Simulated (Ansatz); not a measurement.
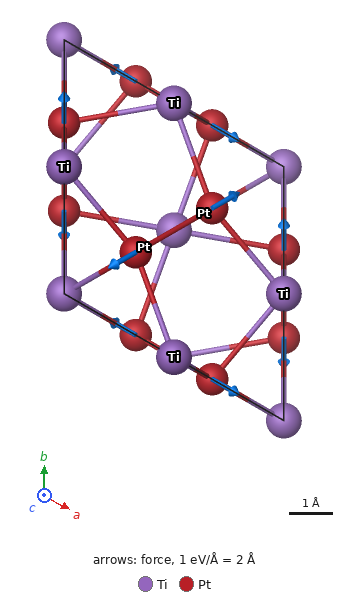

Starting geometry of a crystal of Ti2Pt3 (a generated structure, set up in Im-3m) (coarse preliminary run) with the computed forces as blue arrows. Style: ball-and-stick. Shown: the cell of the calculation, along the c axis.

These are results of DFT PBE, scalar-relativistic, plane waves, PAW in Ansatz 0.2.0, not measurements. Set-up: plane-wave cutoff 420 eV; k-point mesh 4 × 4 × 4; occupations gaussian; smearing width 0.1 eV; no spin polarisation; cell and atoms relaxed; force threshold 0.04 eV/Å; at most 70 steps.

> Is this structure relaxed? If not, where do the atoms go?

It isn't relaxed: the largest force vector, on Pt atoms, is 0.46 eV/Å. The atoms end up moving mostly along the starting forces (cosine between the two patterns 1.00). Over 3 accepted moves (4 points after the start) the energy falls by 10.2 meV per atom. The largest force component goes from 0.46 to 0.01 eV/Å. The pressure goes from −2.61 to −0.03 GPa. At 1 point the geometry stayed and the basis and grid were re-selected for the new cell (energy shift of 0.1 meV per atom at most each time). The largest moves relative to the cell, 0.045 Å, are those of Pt atoms. Ti stays in place. Cell: a = b = c 6.264 → 6.210 Å (−0.9 %). Volume −2.6 %. Some distances before and after: Pt–Pt 2.515 → 2.583 Å, Pt–Ti 2.616 → 2.584 Å. The space group stays Im-3m (No. 229).
